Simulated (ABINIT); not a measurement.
# C: geometry relaxation (part 3 of 3)

C (P6₃/mmc, 4 atoms in the cell); Kohn-Sham DFT of a periodic cell, PBE, PseudoDojo NC SR PBE v0.5 stringent, no spin polarisation (ABINIT 10.8.3); cutoff 1115.67 eV, 9×9×5 k-mesh, fermi-dirac of 0.05 eV. The structure derives from an entry of the Crystallography Open Database.

Geometry of the input (Å; fractional positions):
```
2.5221  0.0000  0.0000
-1.2611  2.1842  0.0000
0.0000  0.0000  4.1186
C  0.6667  0.3333  0.9375
C  0.3333  0.6667  0.4375
C  0.6667  0.3333  0.5625
C  0.3333  0.6667  0.0625
```

### The program's output, continued
```
--- !ResultsGS
iteration_state: {dtset: 1, itime: 5, icycle: 1, }
comment   : Summary of ground state results
lattice_vectors:
- [  4.7476795,   0.0000000,   0.0000000, ]
- [ -2.3738398,   4.1116111,   0.0000000, ]
- [  0.0000000,   0.0000000,   7.9011275, ]
lattice_lengths: [   4.74768,    4.74768,    7.90113, ]
lattice_angles: [ 90.000,  90.000, 120.000, ] # degrees, (23, 13, 12)
lattice_volume:   1.5423484E+02
convergence: {deltae: -2.558E-13, res2:  5.995E-13, residm:  2.549E-07, diffor: null, }
etotal    :  -2.40716420E+01
entropy   :   0.00000000E+00
fermie    :   4.49434034E-01
cartesian_stress_tensor: # hartree/bohr^3
- [ -5.37855120E-08,   1.40579989E-13,   0.00000000E+00, ]
- [  1.40579989E-13,  -5.37858937E-08,   0.00000000E+00, ]
- [  0.00000000E+00,   0.00000000E+00,  -2.87469225E-07, ]
pressure_GPa:   3.8742E-03
xred      :
- [  6.6667E-01,   3.3333E-01,   9.3727E-01,  C]
- [  3.3333E-01,   6.6667E-01,   4.3727E-01,  C]
- [  6.6667E-01,   3.3333E-01,   5.6273E-01,  C]
- [  3.3333E-01,   6.6667E-01,   6.2734E-02,  C]
cartesian_forces: # hartree/bohr
- [  5.67149744E-29,   3.27444058E-29,  -5.52845477E-06, ]
- [  0.00000000E+00,  -1.30977623E-28,  -5.52845477E-06, ]
- [ -5.10434770E-28,  -5.56654898E-28,   5.52845477E-06, ]
- [  4.53719795E-28,   6.54888115E-28,   5.52845477E-06, ]
force_length_stats: {min:   5.52845477E-06, max:   5.52845477E-06, mean:   5.52845477E-06, }
...

 Integrated electronic density in atomic spheres:
 ------------------------------------------------
 Atom  Sphere_radius  Integrated_density
    1        2.00000          4.68908362
    2        2.00000          4.68908362
    3        2.00000          4.68908362
    4        2.00000          4.68908362

---OUTPUT-----------------------------------------------------------------------

 Cartesian coordinates (xcart) [bohr]
  2.37383975766152E+00  1.37053702313104E+00  7.40545706935370E+00
 -3.32049341296809E-11  2.74107404626209E+00  3.45489332167124E+00
  2.37383975766152E+00  1.37053702313104E+00  4.44623417369367E+00
 -3.32049341296809E-11  2.74107404626209E+00  4.95670426011214E-01
 Reduced coordinates (xred)
  6.66666666666667E-01  3.33333333333333E-01  9.37265861574568E-01
  3.33333333333333E-01  6.66666666666667E-01  4.37265861574567E-01
  6.66666666666667E-01  3.33333333333333E-01  5.62734138425433E-01
  3.33333333333333E-01  6.66666666666667E-01  6.27341384254326E-02
 Cartesian forces (fcart) [Ha/bohr]; max,rms= 5.52845E-06 3.19185E-06 (free atoms)
  5.67149744300367E-29  3.27444057544129E-29 -5.52845476777981E-06
  0.00000000000000E+00 -1.30977623014903E-28 -5.52845476777981E-06
 -5.10434769870330E-28 -5.56654897819522E-28  5.52845476777981E-06
  4.53719795440294E-28  6.54888115080013E-28  5.52845476777981E-06
 Gradient of E wrt nuclear positions in reduced coordinates (gred)
 -2.69264522315439E-28  3.01943438307851E-44  4.36810259725863E-05
  0.00000000000000E+00  5.38529044630877E-28  4.36810259725863E-05
  2.42338070083895E-27  1.07705808926175E-27 -4.36810259725863E-05
 -2.15411617852351E-27 -1.61558713389263E-27 -4.36810259725863E-05
 Scale of Primitive Cell (acell) [bohr]
  4.74767951535625E+00  4.74767951543972E+00  7.90112749536491E+00
 Real space primitive translations (rprimd) [bohr]
  4.74767951535625E+00  0.00000000000000E+00  0.00000000000000E+00
 -2.37383975772793E+00  4.11161106939313E+00  0.00000000000000E+00
  0.00000000000000E+00  0.00000000000000E+00  7.90112749536491E+00
 Unitary Cell Volume (ucvol) [Bohr^3]=  1.54234841428386E+02
 Angles (23,13,12)= [degrees]
  9.00000000000000E+01  9.00000000000000E+01  1.20000000000112E+02
 Lengths [Bohr]
  4.74767951535625E+00  4.74767951543972E+00  7.90112749536491E+00
 Stress tensor in cartesian coordinates (strten) [Ha/bohr^3]
 -5.37855119608910E-08  1.40579989330735E-13  0.00000000000000E+00
  1.40579989330735E-13 -5.37858937370989E-08  0.00000000000000E+00
  0.00000000000000E+00  0.00000000000000E+00 -2.87469224735312E-07
 Total energy (etotal) [Ha]= -2.40716420184347E+01

 Difference of energy with previous step (new-old):
           Absolute (Ha)=-1.86851E-08
           Relative     =-7.76230E-10

--- Iteration: ( 6/50) Internal Cycle: (1/1)
--------------------------------------------------------------------------------

---SELF-CONSISTENT-FIELD CONVERGENCE--------------------------------------------

--- !BeginCycle
iteration_state: {dtset: 1, itime: 6, icycle: 1, }
solver: {iscf: 7, nstep: 80, nline: 4, wfoptalg: 0, }
tolerances: {tolvrs: 1.00E-12, }
...

     iter   Etot(hartree)      deltaE(h)  residm     vres2
 ETOT  1  -24.071642018585    -2.407E+01 3.432E-07 8.891E-07
 ETOT  2  -24.071642018644    -5.961E-11 2.013E-07 9.507E-09
 ETOT  3  -24.071642018645    -4.974E-13 1.257E-07 5.320E-10
 ETOT  4  -24.071642018645    -1.030E-13 1.614E-07 1.874E-12
 ETOT  5  -24.071642018645     1.315E-13 1.075E-07 9.971E-15

 At SCF step    5       vres2   =  9.97E-15 < tolvrs=  1.00E-12 =>converged.

 Cartesian components of stress tensor (hartree/bohr^3)
  sigma(1 1)=  4.60003140E-08  sigma(3 2)=  0.00000000E+00
  sigma(2 2)=  4.59999322E-08  sigma(3 1)=  0.00000000E+00
  sigma(3 3)=  9.85411154E-09  sigma(2 1)=  1.40572105E-13

--- !ResultsGS
iteration_state: {dtset: 1, itime: 6, icycle: 1, }
comment   : Summary of ground state results
lattice_vectors:
- [  4.7476893,   0.0000000,   0.0000000, ]
- [ -2.3738447,   4.1116196,   0.0000000, ]
- [  0.0000000,   0.0000000,   7.9011802, ]
lattice_lengths: [   4.74769,    4.74769,    7.90118, ]
lattice_angles: [ 90.000,  90.000, 120.000, ] # degrees, (23, 13, 12)
lattice_volume:   1.5423651E+02
convergence: {deltae:  1.315E-13, res2:  9.971E-15, residm:  1.075E-07, diffor: null, }
etotal    :  -2.40716420E+01
entropy   :   0.00000000E+00
fermie    :   4.49428008E-01
cartesian_stress_tensor: # hartree/bohr^3
- [  4.60003140E-08,   1.40572105E-13,   0.00000000E+00, ]
- [  1.40572105E-13,   4.59999322E-08,   0.00000000E+00, ]
- [  0.00000000E+00,   0.00000000E+00,   9.85411154E-09, ]
pressure_GPa:  -9.9889E-04
xred      :
- [  6.6667E-01,   3.3333E-01,   9.3726E-01,  C]
- [  3.3333E-01,   6.6667E-01,   4.3726E-01,  C]
- [  6.6667E-01,   3.3333E-01,   5.6274E-01,  C]
- [  3.3333E-01,   6.6667E-01,   6.2735E-02,  C]
cartesian_forces: # hartree/bohr
- [  2.83574285E-28,   2.61954704E-28,   4.42045077E-07, ]
- [  2.83574285E-28,  -1.30977352E-28,   4.42045077E-07, ]
- [  0.00000000E+00,   9.82330139E-29,  -4.42045077E-07, ]
- [ -5.67148570E-28,  -2.29210366E-28,  -4.42045077E-07, ]
force_length_stats: {min:   4.42045077E-07, max:   4.42045077E-07, mean:   4.42045077E-07, }
...

 Integrated electronic density in atomic spheres:
 ------------------------------------------------
 Atom  Sphere_radius  Integrated_density
    1        2.00000          4.68908455
    2        2.00000          4.68908455
    3        2.00000          4.68908455
    4        2.00000          4.68908455

---OUTPUT-----------------------------------------------------------------------

 Cartesian coordinates (xcart) [bohr]
  2.37384467160365E+00  1.37053986019686E+00  7.40549853995890E+00
 -3.32045640555213E-11  2.74107972039371E+00  3.45490842921743E+00
  2.37384467160365E+00  1.37053986019686E+00  4.44627179226551E+00
 -3.32045640555213E-11  2.74107972039371E+00  4.95681681524040E-01
 Reduced coordinates (xred)
  6.66666666666667E-01  3.33333333333333E-01  9.37264855676079E-01
  3.33333333333333E-01  6.66666666666667E-01  4.37264855676079E-01
  6.66666666666667E-01  3.33333333333333E-01  5.62735144323921E-01
  3.33333333333333E-01  6.66666666666667E-01  6.27351443239207E-02
 Cartesian forces (fcart) [Ha/bohr]; max,rms= 4.42045E-07 2.55215E-07 (free atoms)
  2.83574285140204E-28  2.61954703776650E-28  4.42045077305974E-07
  2.83574285140204E-28 -1.30977351883173E-28  4.42045077305974E-07
  0.00000000000000E+00  9.82330139149557E-29 -4.42045077305974E-07
 -5.67148570280408E-28 -2.29210365808434E-28 -4.42045077305974E-07
 Gradient of E wrt nuclear positions in reduced coordinates (gred)
 -1.34632261157719E-27 -4.03896783473158E-28 -3.49267782181386E-06
 -1.34632261157719E-27  1.21169035041947E-27 -3.49267782181386E-06
  0.00000000000000E+00 -4.03896783473158E-28  3.49267782181386E-06
  2.69264522315439E-27 -4.03896783473158E-28  3.49267782181386E-06
 Scale of Primitive Cell (acell) [bohr]
  4.74768934324051E+00  4.74768934332399E+00  7.90118022148294E+00
 Real space primitive translations (rprimd) [bohr]
  4.74768934324051E+00  0.00000000000000E+00  0.00000000000000E+00
 -2.37384467167006E+00  4.11161958059057E+00  0.00000000000000E+00
  0.00000000000000E+00  0.00000000000000E+00  7.90118022148294E+00
 Unitary Cell Volume (ucvol) [Bohr^3]=  1.54236509223819E+02
 Angles (23,13,12)= [degrees]
  9.00000000000000E+01  9.00000000000000E+01  1.20000000000112E+02
 Lengths [Bohr]
  4.74768934324051E+00  4.74768934332399E+00  7.90118022148294E+00
 Stress tensor in cartesian coordinates (strten) [Ha/bohr^3]
  4.60003139624715E-08  1.40572105109903E-13  0.00000000000000E+00
  1.40572105109903E-13  4.59999322001414E-08  0.00000000000000E+00
  0.00000000000000E+00  0.00000000000000E+00  9.85411153890670E-09
 Total energy (etotal) [Ha]= -2.40716420186449E+01

 Difference of energy with previous step (new-old):
           Absolute (Ha)=-2.10143E-10
           Relative     =-8.72990E-12

 At Broyd/MD step   6, gradients are converged :
  max grad (force/stress) = 4.6000E-06 < tolmxf= 2.0000E-05 ha/bohr (free atoms)

================================================================================

 ----iterations are completed or convergence reached----

 Mean square residual over all n,k,spin=   28.151E-11; max=  10.754E-08
 reduced coordinates (array xred) for    4 atoms
       0.666666666667      0.333333333333      0.937264855676
       0.333333333333      0.666666666667      0.437264855676
       0.666666666667      0.333333333333      0.562735144324
       0.333333333333      0.666666666667      0.062735144324
 rms dE/dt=  2.0165E-06; max dE/dt=  3.4927E-06; dE/dt below (all hartree)
    1      -0.000000000000     -0.000000000000     -0.000003492678
    2      -0.000000000000      0.000000000000     -0.000003492678
    3      -0.000000000000     -0.000000000000      0.000003492678
    4       0.000000000000     -0.000000000000      0.000003492678

 cartesian coordinates (angstrom) at end:
    1      1.25618450158396     0.72525846015834     3.91882106006312
    2     -0.00000000001757     1.45051692031667     1.82825880525823
    3      1.25618450158396     0.72525846015834     2.35286570435154
    4     -0.00000000001757     1.45051692031667     0.26230344954665

 cartesian forces (hartree/bohr) at end:
    1      0.00000000000000     0.00000000000000     0.00000044204508
    2      0.00000000000000    -0.00000000000000     0.00000044204508
    3      0.00000000000000     0.00000000000000    -0.00000044204508
    4     -0.00000000000000    -0.00000000000000    -0.00000044204508
 frms,max,avg= 2.5521484E-07 4.4204508E-07   0.000E+00  0.000E+00  0.000E+00 h/b

 cartesian forces (eV/Angstrom) at end:
    1      0.00000000000000     0.00000000000000     0.00002273087181
    2      0.00000000000000    -0.00000000000000     0.00002273087181
    3      0.00000000000000     0.00000000000000    -0.00002273087181
    4     -0.00000000000000    -0.00000000000000    -0.00002273087181
 frms,max,avg= 1.3123675E-05 2.2730872E-05   0.000E+00  0.000E+00  0.000E+00 e/A
 length scales=  4.747689343241  4.747689343324  7.901180221483 bohr
              =  2.512369003185  2.512369003230  4.181124509610 angstroms
 Fermi (or HOMO) energy (hartree) =   0.44943   Average Vxc (hartree)=  -0.49208
 Eigenvalues (hartree) for nkpt=  36  k points:
 kpt#   1, nband= 12, wtk=  0.00247, kpt=  0.0000  0.0000  0.0000 (reduced coord)
  -0.41269   -0.20925   -0.11567    0.27178    0.27178    0.36725    0.38452    0.38452
   0.56826    0.56826    0.58170    0.68180
      occupation numbers for kpt#   1
   2.00000    2.00000    2.00000    2.00000    2.00000    2.00000    2.00000    2.00000
   0.00000    0.00000    0.00000    0.00000
 prteigrs : prtvol=0 or 1, do not print more k-points.

--- !EnergyTerms
iteration_state     : {dtset: 1, itime: 6, icycle: 1, }
comment             : Components of total free energy in Hartree
kinetic             :  1.69021809433908E+01
hartree             :  1.97160129780991E+00
xc                  : -8.66868383451811E+00
Ewald energy        : -2.54776201674642E+01
psp_core            :  1.78986075626050E+00
local_psp           : -9.46697042288806E+00
non_local_psp       : -1.12201059123570E+00
internal            : -2.40716420186449E+01
'-kT*entropy'       :  1.25294605474895E-15
total_energy        : -2.40716420186449E+01
total_energy_eV     : -6.55022748544331E+02
band_energy         :  7.31752501951240E-01
...

 rms coord change=  1.3576E-04   atom, delta coord (reduced):
     1        0.000000000000      0.000000000000     -0.000235144324
     2        0.000000000000      0.000000000000     -0.000235144324
     3        0.000000000000      0.000000000000      0.000235144324
     4        0.000000000000      0.000000000000      0.000235144324

 Cartesian components of stress tensor (hartree/bohr^3)
  sigma(1 1)=  4.60003140E-08  sigma(3 2)=  0.00000000E+00
  sigma(2 2)=  4.59999322E-08  sigma(3 1)=  0.00000000E+00
  sigma(3 3)=  9.85411154E-09  sigma(2 1)=  1.40572105E-13

-Cartesian components of stress tensor (GPa)         [Pressure= -9.9889E-04 GPa]
- sigma(1 1)=  1.35337596E-03  sigma(3 2)=  0.00000000E+00
- sigma(2 2)=  1.35336473E-03  sigma(3 1)=  0.00000000E+00
- sigma(3 3)=  2.89917971E-04  sigma(2 1)=  4.13577412E-09

== END DATASET(S) ==============================================================
================================================================================

 -outvars: echo values of variables after computation  --------
            acell      4.7476893432E+00  4.7476893433E+00  7.9011802215E+00 Bohr
           etotal     -2.4071642019E+01
            fcart      2.8357428514E-28  2.6195470378E-28  4.4204507731E-07
                       2.8357428514E-28 -1.3097735188E-28  4.4204507731E-07
                       0.0000000000E+00  9.8233013915E-29 -4.4204507731E-07
                      -5.6714857028E-28 -2.2921036581E-28 -4.4204507731E-07
            rprim      1.0000000000E+00  0.0000000000E+00  0.0000000000E+00
                      -5.0000000000E-01  8.6602540378E-01  0.0000000000E+00
                       0.0000000000E+00  0.0000000000E+00  1.0000000000E+00
           strten      4.6000313962E-08  4.5999932200E-08  9.8541115389E-09
                       0.0000000000E+00  0.0000000000E+00  1.4057210511E-13
           xangst      1.2561845016E+00  7.2525846016E-01  3.9188210601E+00
                      -1.7571098584E-11  1.4505169203E+00  1.8282588053E+00
                       1.2561845016E+00  7.2525846016E-01  2.3528657044E+00
                      -1.7571098584E-11  1.4505169203E+00  2.6230344955E-01
             xred      6.6666666667E-01  3.3333333333E-01  9.3726485568E-01
                       3.3333333333E-01  6.6666666667E-01  4.3726485568E-01
                       6.6666666667E-01  3.3333333333E-01  5.6273514432E-01
                       3.3333333333E-01  6.6666666667E-01  6.2735144324E-02
 Calculation completed.
```

### Trajectory as extended XYZ (Å, eV, eV/Å), 6 frames, from step=0 to step=5
```
4
Lattice="2.5221 0.0000 0.0000 -1.2611 2.1842 0.0000 0.0000 0.0000 4.1186" Properties=species:S:1:pos:R:3:forces:R:3 step=0 energy=-654.99880
C     1.2611    0.7281    3.8612    0.0000   0.0000  -0.0426
C     0.0000    1.4561    1.8019    0.0000   0.0000  -0.0426
C     1.2611    0.7281    2.3167    0.0000   0.0000   0.0426
C     0.0000    1.4561    0.2574    0.0000   0.0000   0.0426
4
Lattice="2.5099 0.0000 0.0000 -1.2550 2.1736 0.0000 0.0000 0.0000 4.2031" Properties=species:S:1:pos:R:3:forces:R:3 step=1 energy=-655.02006
C     1.2550    0.7245    3.9399    0.0000   0.0000  -0.0344
C     0.0000    1.4491    1.8384    0.0000   0.0000  -0.0344
C     1.2550    0.7245    2.3647    0.0000   0.0000   0.0344
C     0.0000    1.4491    0.2631    0.0000   0.0000   0.0344
4
Lattice="2.5123 0.0000 0.0000 -1.2561 2.1757 0.0000 0.0000 0.0000 4.1820" Properties=species:S:1:pos:R:3:forces:R:3 step=2 energy=-655.02274
C     1.2561    0.7252    3.9199    0.0000   0.0000  -0.0184
C     0.0000    1.4505    1.8289    0.0000   0.0000  -0.0184
C     1.2561    0.7252    2.3531    0.0000   0.0000   0.0184
C     0.0000    1.4505    0.2621    0.0000   0.0000   0.0184
4
Lattice="2.5124 0.0000 0.0000 -1.2562 2.1758 0.0000 0.0000 0.0000 4.1811" Properties=species:S:1:pos:R:3:forces:R:3 step=3 energy=-655.02275
C     1.2562    0.7253    3.9189    0.0000   0.0000  -0.0042
C     0.0000    1.4505    1.8283    0.0000   0.0000  -0.0042
C     1.2562    0.7253    2.3528    0.0000   0.0000   0.0042
C     0.0000    1.4505    0.2622    0.0000   0.0000   0.0042
4
Lattice="2.5124 0.0000 0.0000 -1.2562 2.1758 0.0000 0.0000 0.0000 4.1811" Properties=species:S:1:pos:R:3:forces:R:3 step=4 energy=-655.02275
C     1.2562    0.7253    3.9188    0.0000   0.0000  -0.0003
C     0.0000    1.4505    1.8283    0.0000   0.0000  -0.0003
C     1.2562    0.7253    2.3528    0.0000   0.0000   0.0003
C     0.0000    1.4505    0.2623    0.0000   0.0000   0.0003
4
Lattice="2.5124 0.0000 0.0000 -1.2562 2.1758 0.0000 0.0000 0.0000 4.1811" Properties=species:S:1:pos:R:3:forces:R:3 step=5 energy=-655.02275
C     1.2562    0.7253    3.9188    0.0000   0.0000   0.0000
C     0.0000    1.4505    1.8283    0.0000   0.0000   0.0000
C     1.2562    0.7253    2.3529    0.0000   0.0000   0.0000
C     0.0000    1.4505    0.2623    0.0000   0.0000   0.0000
```

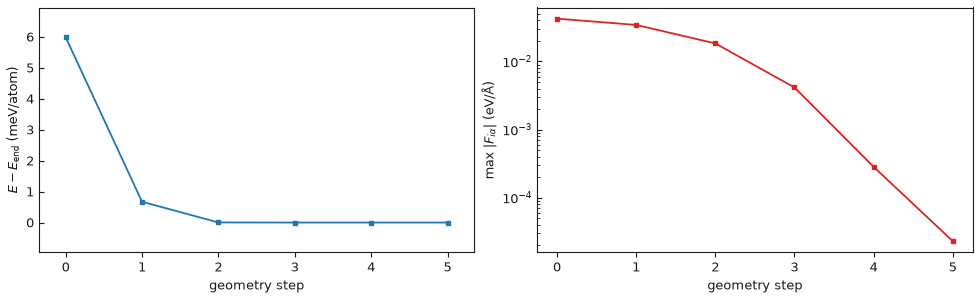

*Progress of the relaxation, step by step (steps are counted from 0).*

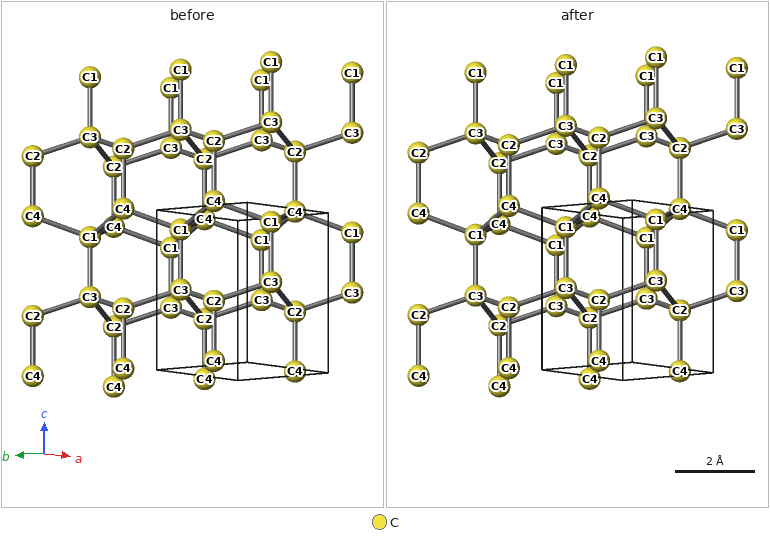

*Before (left) and after (right) the relaxation, at one scale (ball-and-stick view of the cell of the calculation, repeated 2 × 3 × 2, seen at an oblique angle).*

After 5 geometry steps the energy has fallen by 6.0 meV per atom. Largest force component: 0.043 eV/Å at the start, under 0.0001 eV/Å at the end. The atoms keep their places relative to the cell (all moves are under 0.005 Å). The drawn cell changes as follows: a = b 2.522 → 2.512 Å (−0.4 %), c 4.119 → 4.181 Å (+1.5 %); the volume changes by +0.7 %. Distances before and after: C1–C3 1.544 → 1.566 Å. The space group stays P6_3/mmc (No. 194). (Atoms are counted from 1 in the order of the input.)
